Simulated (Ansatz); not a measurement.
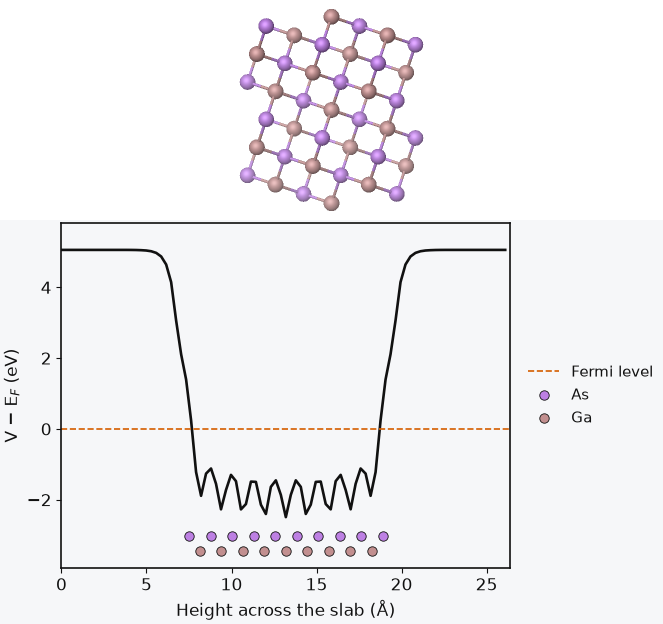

Plane-averaged electrostatic potential energy of an electron across the slab; circles at the bottom mark the heights of the atoms. The structure is drawn too.

Structure: a (210) slab cut from GaAs (F-43m), unrelaxed, of composition Ga9As10 (not the bulk's), ended by As planes, 19 atoms in the cell.

Computed with Ansatz: DFT PBEsol, scalar-relativistic, plane waves, PAW, no spin polarisation, 7×6×1 k mesh, 420 eV cutoff, Gaussian smearing of 0.05 eV.

**What is the work function?**

The work function is 5.06 eV, the same on both faces. The two vacuum levels agree, so the slab has no net dipole along its normal.

**How thick are slab and vacuum?**

The outermost atoms are 11.4 Å apart, which leaves 15.0 Å of vacuum in a cell 26.4 Å high.

The atoms aren't at rest in this cell (largest force 1.6 eV/Å), so the relaxed material can differ.
